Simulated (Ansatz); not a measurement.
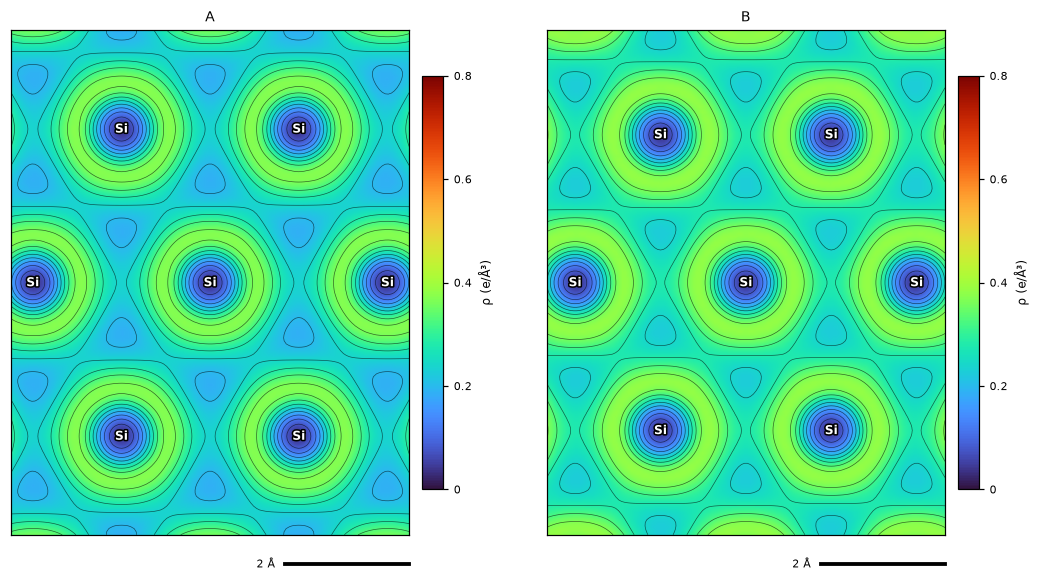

Si. The valence pseudo-density of two cells that differ in size, on the (111) plane of each (indices in the axes of the calculation cell), at one length scale and on one colour scale: A has 16.4 Å³ an atom and B 14.6.

Level of theory: DFT, RPBE, plane waves (420 eV) with PAW, scalar-relativistic in Ansatz 0.2.0.

The larger cell:

```
CELL_PARAMETERS angstrom
0.00000 2.01550 2.01550
2.01550 0.00000 2.01550
2.01550 2.01550 0.00000
ATOMIC_POSITIONS crystal
Si 0.00000 0.00000 0.00000
```

The smaller cell: a = 2.745 Å, b = 2.745 Å, c = 2.745 Å, α = 60.00°, β = 60.00°, γ = 60.00°.

### What changes from the larger cell to the smaller?

From the larger cell to the smaller, Si–Si goes from 2.85 to 2.74 Å, and the density at its midpoint from 0.24 to 0.28 e/Å³; the pressure goes from −7 to 0.2 GPa.
